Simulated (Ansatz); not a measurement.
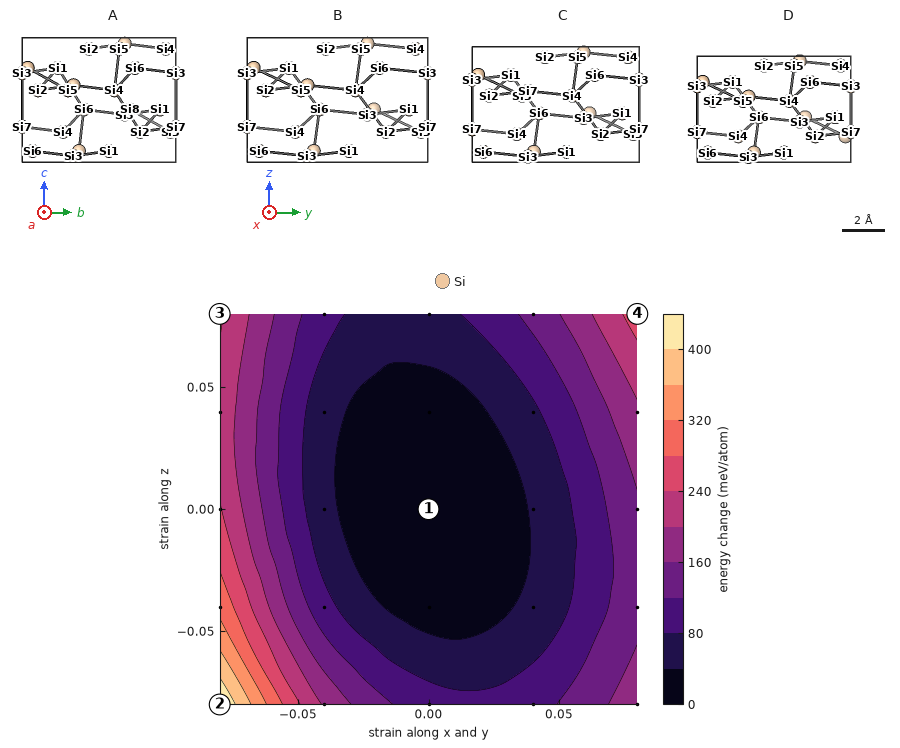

A scan of solid Si (R-3): the cell is strained equally along x and y and separately along z, with the atoms kept at their fractional coordinates. x, y and z are the Cartesian axes of the input. The map is interpolated between the computed points (dots). The frames are shuffled; each belongs to one numbered point. The picture is a ball-and-stick view of the conventional cell (3 times the calculation's cell), seen along the a axis. Lengths and directions refer to the drawn axes.

Computed with DFT LDA, scalar-relativistic, plane waves, PAW (Ansatz). (plane-wave cutoff 420 eV; k-point mesh 12 × 12 × 12; occupations gaussian; smearing width 0.15 eV; no spin polarisation). Energies (free energies at the smearing named) are counted from the relaxed crystal.

### Which frame belongs to which numbered point?

Point 1 is frame C, at (0.000, 0.000) and 0 meV/atom; 2 is frame D, at (−0.080, −0.080) and 438 meV/atom; 3 is frame A, at (−0.080, 0.080) and 245 meV/atom; 4 is frame B, at (0.080, 0.080) and 258 meV/atom. In pairs of (strain along x and y; strain along z): the lowest computed point lies at (0.000, 0.000) (0 meV/atom), the highest at (−0.080, −0.080) (438 meV/atom). The valley is tilted: raising the in-plane strain is made harder by raising the strain along z (cross term 0.23 of the geometric mean of the two curvatures). Over the ranges scanned the energy rises more along the first axis, the in-plane strain. The pressure runs from −14.7 GPa at (0.080, 0.080) to 44.9 GPa at (−0.080, −0.080).
